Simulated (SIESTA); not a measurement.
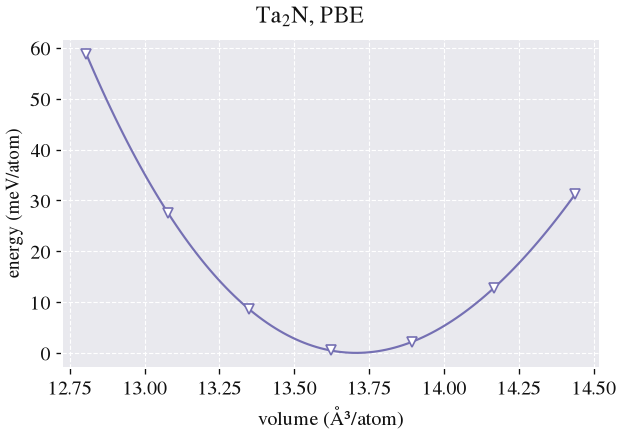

The plot gives the computed energy against volume for Ta₂N, space group P-3m1 (No. 164).

Starting cell:
```
Ta N
1.0
     3.11286    0.00000    0.00000
    -1.55643    2.69582    0.00000
     0.00000    0.00000    4.86984
Ta N
2 1
Direct
  0.33333 0.66667 0.25471
  0.66667 0.33333 0.74529
  0.00000 0.00000 0.00000
```

Computed with SIESTA 5.4.2: DFT in numerical atomic orbitals with pseudopotentials, no spin polarisation; energies at scaled volumes of the given cell, shape and fractions fixed, counted from the fit's minimum, third-order Birch-Murnaghan fit. Level: PBE.

- k mesh: 10×10×6
- occupations: Fermi–Dirac
- smearing width: 0.05 eV
- potentials: PseudoDojo 0.4 standard, converted to PSML, two zetas on semicore shells
- program settings: basis DZP, mesh cutoff 800 Ry

This calculation gives: equilibrium volume 13.71 Å³/atom and bulk modulus 281 GPa.

Now the level changes from PBE to LDA. How do these quantities change?

The equilibrium volume falls from 13.71 to 13.03 Å³/atom (−5.0 %) and the bulk modulus rises from 281 to 317 GPa (+13 %). As usual, the local density approximation binds more tightly than this gradient-corrected functional.

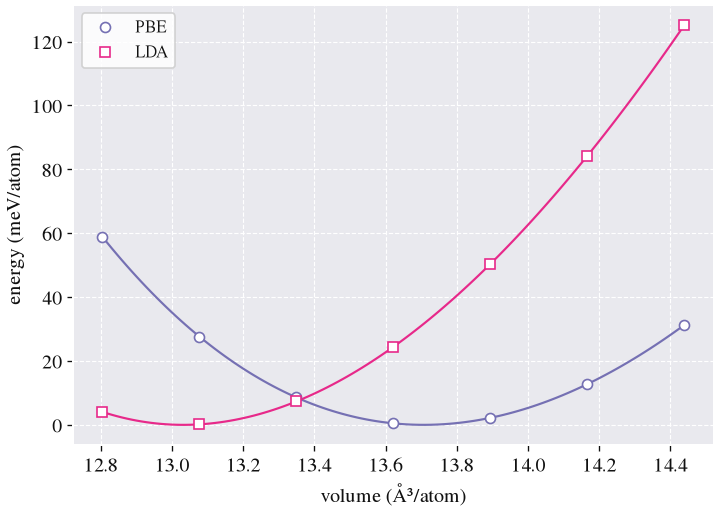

The two results together.

For both, limits of the calculation: mulliken charges of long orbitals; short basis over semicore shells; shape and atomic fractions are frozen while scaling, which makes layered, chain and framework solids too stiff.

V0 and the bulk modulus come from third-order Birch–Murnaghan fits.
